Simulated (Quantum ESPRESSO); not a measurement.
# GaP (F-43m): a mode Grüneisen parameter, worked out

Wanted: a fit of frequency against volume for GaP (F-43m), tested on a run that is left out of it.

Program: Quantum ESPRESSO 7.5. Level of theory: DFT LDA, scalar-relativistic, plane waves, PseudoDojo norm-conserving pseudopotentials. Results are calculated unless marked as measured.

## Step 1: Set-up

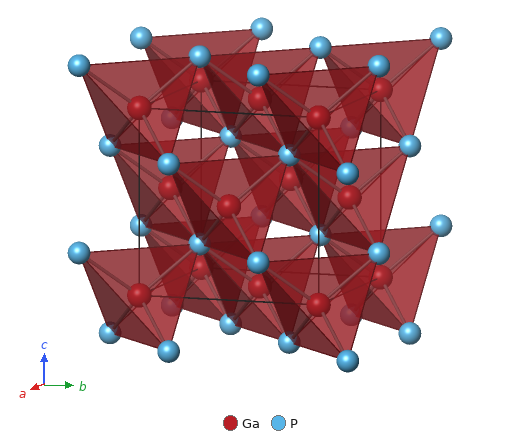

Start, viewed slightly off an axis; gallium red, phosphorus blue. This picture shows the conventional cell, with its axes. Some periodic images of atoms are drawn too.

This is the cell after its relaxation at this level of theory, not the database cell from which that began.

## Step 2: Runs at several volumes

The relaxed cell is scaled uniformly; in this structure symmetry fixes all atoms, so nothing has to be relaxed anew. Each volume gets a ground state and a response at Γ. The mode followed is the highest one without the macroscopic field, of symmetry T2; longitudinal polar modes lie higher. Cutoff 88 Ry, k mesh 8×8×8.

From the response at V/V₀ = 0.94:

What it wrote:

```text
[banners, grids, parts of the stress and lines that vanish by symmetry left out]
Program PHONON v.7.5
     Reading xml data from directory:

[...]
Exchange-correlation= PW
                           (   1   4   0   0   0   0   0)
[...]
kinetic-energy cut-off    =      88.0000  Ry
     charge density cut-off    =     352.0000  Ry
     convergence threshold     =      1.0E-18
[...]
Exchange-correlation= PW
                           (   1   4   0   0   0   0   0)
[...]
q = (   0.0000000   0.0000000   0.0000000 )
     25 Sym.Ops. (with q -> -q+G )
     G cutoff =  886.7712  (  27581 G-vectors)     FFT grid: ( 45, 45, 45)
     number of k points=    29
[...]
Mode symmetry, T_d (-43m)  point group:
[...]
Dielectric constant
[...]
End of electric fields calculation
          Dielectric constant in cartesian axis
          (      11.027464902       0.000000000      -0.000000000 )
          (       0.000000000      11.027464902      -0.000000000 )
          (      -0.000000000       0.000000000      11.027464902 )
          Effective charges (d Force / dE) in cartesian axis without acoustic sum rule applied (asr)
           atom    1  Ga    Mean Z*:        1.93636
      Ex  (        1.93636       -0.00000       -0.00000 )
      Ey  (        0.00000        1.93636        0.00000 )
      Ez  (       -0.00000        0.00000        1.93636 )
           atom    2  P     Mean Z*:       -2.04879
      Ex  (       -2.04879        0.00000       -0.00000 )
      Ey  (        0.00000       -2.04879       -0.00000 )
      Ez  (        0.00000       -0.00000       -2.04879 )
          Effective charges Sum: Mean:       -0.11242
[...]
Effective charges (d Force / dE) in cartesian axis with asr applied:
           atom    1  Ga    Mean Z*:        1.99257
[...]
atom    2  P     Mean Z*:       -1.99257
[...]
Representation #   1 modes #   1   2   3
[...]
End of self-consistent calculation
     Convergence has been achieved
     Representation #   2 modes #   4   5   6
[...]
End of self-consistent calculation
     Convergence has been achieved
[...]
Dielectric constant in cartesian axis
          (      11.027464902       0.000000000      -0.000000000 )
          (       0.000000000      11.027464902      -0.000000000 )
          (      -0.000000000       0.000000000      11.027464902 )
          Effective charges (d Force / dE) in cartesian axis without acoustic sum rule applied (asr)
           atom    1  Ga    Mean Z*:        1.93636
      Ex  (        1.93636       -0.00000       -0.00000 )
      Ey  (        0.00000        1.93636        0.00000 )
      Ez  (       -0.00000        0.00000        1.93636 )
           atom    2  P     Mean Z*:       -2.04879
      Ex  (       -2.04879        0.00000       -0.00000 )
      Ey  (        0.00000       -2.04879       -0.00000 )
      Ez  (        0.00000       -0.00000       -2.04879 )
          Effective charges Sum: Mean:       -0.11242
[...]
Effective charges (d Force / dE) in cartesian axis with asr applied:
           atom    1  Ga    Mean Z*:        1.99257
[...]
atom    2  P     Mean Z*:       -1.99257
[...]
q = (    0.000000000   0.000000000   0.000000000 )
[...]
freq (    1) =       0.089862 [THz] =       2.997464 [cm-1]
     freq (    2) =       0.089862 [THz] =       2.997464 [cm-1]
     freq (    3) =       0.089862 [THz] =       2.997464 [cm-1]
     freq (    4) =      11.802577 [THz] =     393.691585 [cm-1]
     freq (    5) =      11.802577 [THz] =     393.691585 [cm-1]
     freq (    6) =      11.802577 [THz] =     393.691585 [cm-1]
[...]
Mode symmetry, T_d (-43m)  point group:
     freq (   1-   3) =          3.0  [cm-1]   --> T_2  G_15 P_4   I+R
     freq (   4-   6) =        393.7  [cm-1]   --> T_2  G_15 P_4   I+R

   JOB DONE.
```

One volume, V/V₀ = 1, is held back as a test.

| V/V₀ | volume (Å³/atom) | pressure (GPa) | ω (cm⁻¹) |
| --- | --- | --- | --- |
| 0.94 | 18.372 | 6.39 | 393.69 |
| 0.97 | 18.958 | 2.94 | 379.05 |
| 1 | 19.545 | 0.00 | held back |
| 1.03 | 20.131 | -2.49 | 352.30 |
| 1.06 | 20.717 | -4.61 | 340.02 |

## Step 3: The fit

The mode Grüneisen parameter is γ = −d ln ω / d ln V.

| ln(V/V₀) | ln ω |
| --- | --- |
| -0.0619 | 5.9756 |
| -0.0305 | 5.9377 |
| 0.0296 | 5.8645 |
| 0.0583 | 5.8290 |

A straight line through these points has the slope -1.220, so γ = 1.22; at V/V₀ = 1 it predicts ω = exp(5.9003 + 0.0000) = 365.15 cm⁻¹.

A parabola of pressure against ln V through V/V₀ = 0.97, 1 and 1.03 gives the bulk modulus B = −dP/d ln V = 90 GPa at V₀. With ω₀ from the fitted line the pressure coefficient follows as dω/dP = γ ω₀ / B = 1.22 × 365.1 / 90 = 4.93 cm⁻¹/GPa.

## Step 4: The run that was held back

What it wrote:

```text
[banners, grids, parts of the stress and lines that vanish by symmetry left out]
[banner, memory and clock lines left out]
Program PHONON v.7.5

[...]
Exchange-correlation= PW
                           (   1   4   0   0   0   0   0)
[...]
kinetic-energy cut-off    =      88.0000  Ry
     charge density cut-off    =     352.0000  Ry
     convergence threshold     =      1.0E-18
[...]
Exchange-correlation= PW
                           (   1   4   0   0   0   0   0)
[...]
q = (   0.0000000   0.0000000   0.0000000 )
     25 Sym.Ops. (with q -> -q+G )
     G cutoff =  924.1157  (  29603 G-vectors)     FFT grid: ( 45, 45, 45)
     number of k points=    29
[...]
Mode symmetry, T_d (-43m)  point group:
[...]
Dielectric constant
[...]
End of electric fields calculation
          Dielectric constant in cartesian axis
          (      11.587027039      -0.000000000       0.000000000 )
          (      -0.000000000      11.587027039       0.000000000 )
          (      -0.000000000       0.000000000      11.587027039 )
          Effective charges (d Force / dE) in cartesian axis without acoustic sum rule applied (asr)
           atom    1  Ga    Mean Z*:        2.04118
      Ex  (        2.04118       -0.00000        0.00000 )
      Ey  (        0.00000        2.04118        0.00000 )
      Ez  (       -0.00000       -0.00000        2.04118 )
           atom    2  P     Mean Z*:       -2.16044
      Ex  (       -2.16044       -0.00000        0.00000 )
      Ey  (       -0.00000       -2.16044        0.00000 )
      Ez  (        0.00000        0.00000       -2.16044 )
[...]
Representation #   1 modes #   1   2   3
[...]
End of self-consistent calculation
     Convergence has been achieved
     Representation #   2 modes #   4   5   6
[...]
End of self-consistent calculation
     Convergence has been achieved
[...]
Dielectric constant in cartesian axis
          (      11.587027039      -0.000000000       0.000000000 )
          (      -0.000000000      11.587027039       0.000000000 )
          (      -0.000000000       0.000000000      11.587027039 )
          Effective charges (d Force / dE) in cartesian axis without acoustic sum rule applied (asr)
           atom    1  Ga    Mean Z*:        2.04118
      Ex  (        2.04118       -0.00000        0.00000 )
      Ey  (        0.00000        2.04118        0.00000 )
      Ez  (       -0.00000       -0.00000        2.04118 )
           atom    2  P     Mean Z*:       -2.16044
      Ex  (       -2.16044       -0.00000        0.00000 )
      Ey  (       -0.00000       -2.16044        0.00000 )
      Ez  (        0.00000        0.00000       -2.16044 )
          Effective charges Sum: Mean:       -0.11926
[...]
Effective charges (d Force / dE) in cartesian axis with asr applied:
           atom    1  Ga    Mean Z*:        2.10081
[...]
atom    2  P     Mean Z*:       -2.10081
[...]
q = (    0.000000000   0.000000000   0.000000000 )
[...]
freq (    1) =       0.094257 [THz] =       3.144084 [cm-1]
     freq (    2) =       0.094257 [THz] =       3.144084 [cm-1]
     freq (    3) =       0.094257 [THz] =       3.144084 [cm-1]
     freq (    4) =      10.950761 [THz] =     365.278079 [cm-1]
     freq (    5) =      10.950761 [THz] =     365.278079 [cm-1]
     freq (    6) =      10.950761 [THz] =     365.278079 [cm-1]
[...]
Mode symmetry, T_d (-43m)  point group:
     freq (   1-   3) =          3.1  [cm-1]   --> T_2  G_15 P_4   I+R
     freq (   4-   6) =        365.3  [cm-1]   --> T_2  G_15 P_4   I+R
```

It gives 365.28 cm⁻¹ against the predicted 365.15 cm⁻¹, a miss of 0.1 cm⁻¹.

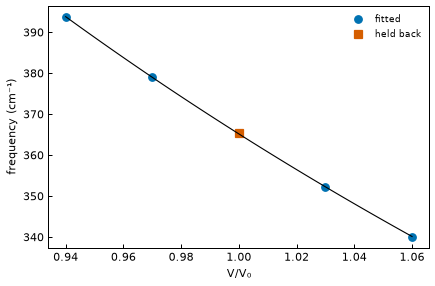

Frequency against volume, with the power-law fit.

## Step 5: Summary of results

- mode Grüneisen parameter: 1.220
- bulk modulus: 90.3 GPa
- pressure coefficient: 4.93 cm⁻¹/GPa

What this shows: The highest optical mode of GaP (F-43m) without the LO-TO term stiffens by 4.93 cm⁻¹ a GPa near the relaxed volume, with γ = 1.22. The power law meets all 5 runs within 0.04 %; between neighbouring volumes γ runs from 1.21 to 1.24. Such a coefficient turns a measured shift of this mode into a hydrostatic stress; uniaxial or biaxial stress splits the mode and needs deformation potentials. These are harmonic values at zero temperature for the structure held cubic, which a run at Γ can't show to be stable; the bulk modulus rests on three points.

[Host names and launcher messages were left out of these logs when they were recorded.]

[Logs are printed without paths, hosts, clocks, repeated set-up lines and the standing remarks that a program may print on its own settings, such as how far it seeks lower states.]

[Hosts, paths, dates, database ids (printed as entryN), source tags and the programs' standing remarks are cut or masked in the printed files.]
